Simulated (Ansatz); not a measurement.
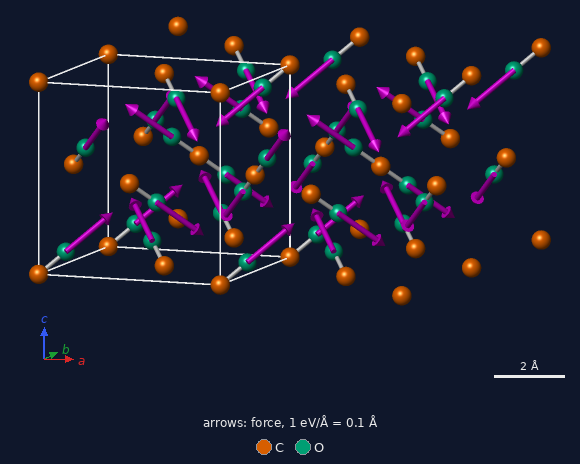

Starting geometry of a crystal of CO₂ (set up in Pa-3) with the computed forces as purple arrows. The picture is a ball-and-stick view of the cell of the calculation, repeated 2 × 2 × 1 with one cell outlined, seen slightly off an axis.

Method: DFT, PBE, plane-wave PAW, default files, scalar-relativistic, frozen cores (Ansatz).

The input:
```yaml
crystal:
  lattice:
    - [5.62, 0.0, 0.0]
    - [0.0, 5.62, 0.0]
    - [0.0, 0.0, 5.62]
  atoms:
    - { symbol: C, position: [0.0, 0.0, 0.0] }
    - { symbol: C, position: [0.5, 0.0, 0.5] }
    - { symbol: C, position: [0.5, 0.5, 0.0] }
    - { symbol: C, position: [0.0, 0.5, 0.5] }
    - { symbol: O, position: [0.108, 0.108, 0.108] }
    - { symbol: O, position: [0.392, 0.892, 0.608] }
    - { symbol: O, position: [0.608, 0.392, 0.892] }
    - { symbol: O, position: [0.892, 0.608, 0.392] }
    - { symbol: O, position: [0.892, 0.892, 0.892] }
    - { symbol: O, position: [0.608, 0.108, 0.392] }
    - { symbol: O, position: [0.392, 0.608, 0.108] }
    - { symbol: O, position: [0.108, 0.392, 0.608] }
kpoints:
  mp_grid: { grid: [4, 4, 4] }
scf:
  occupations: { method: fermi_dirac, width: 0.02 }
hamiltonian:
  xc: pbe
  pseudopotentials: { kind: paw, frozen_core: stored }
output:
  forces: true
  stress: true
  populations: true
  efg: { quadrupole_moments_barn: { O: -0.02558 } }
  write_density: true
  write_potential: true
  elf: true
  volumetric_format: npy
relax:
  f_tol: 0.02
  max_steps: 60
```

Run as
```bash
ansatz run input.yaml --threads 1 --pin off --max-ram 3072MiB --backend cpu --events-out ev --progress --plain --runs-dir out
```

> Is this structure relaxed? If not, where do the atoms go?

It isn't relaxed: the largest force vector, on O atoms, is 18.25 eV/Å. The atoms end up moving mostly along the starting forces (cosine between the two patterns 1.00). After 1 accepted move (2 points after the start) the energy has fallen by 623 meV per atom. Largest force component: 11 eV/Å at the start, 0.011 eV/Å at the end. 1 step only repeated the SCF at the same geometry. The largest moves, 0.12 Å, are those of 8 atoms (O5, O6, O7, O8 and others). O9 goes along [−1 −1 −1]. C stays in place. The lattice vectors keep their values. Among the contacts that change: C1–O5 1.051 → 1.168 Å. The space group stays Pa-3 (No. 205). The run took 9.3 s on 1 thread of Intel(R) Xeon(R) Platinum 8488C (Sapphire Rapids) (shared host), peak memory 0.48 GiB.
